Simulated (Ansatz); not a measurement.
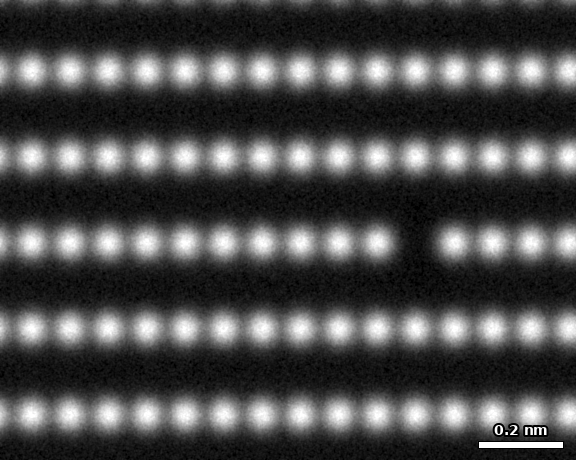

HAADF-like image of Ta (Fm-3m, No. 225) along [210]. The image is simulated as a sum over atoms of Z^1.7, blurred by a 0.56 Å probe (no channelling). The probe carries 15 % of its weight in a tail 2.5 times as wide. The display is stretched by a gamma of 0.65; percentages refer to the linear signal. Shot noise was added.

The sample is 1 repeat (9.3 Å) thick. One point defect was put into the perfect crystal, without relaxing the atoms around it. Brightness is counted from the darkest point of the image. Host structure: coordinates from a relaxation with DFT, PBEsol, plane waves (420 eV) with PAW, scalar-relativistic in Ansatz; the starting structure was generated, so it need not be a known form of this composition.

Where is the defect (in Å from the left and the top edge), and what does its contrast suggest?

Answer. At about 10 Å from the left and 6 Å from the top. The column has all but vanished there, which points to a vacancy or a much lighter atom. The column holds 1 atom (Ta) through the sample, and one Ta atom is missing, so its peak vanishes.
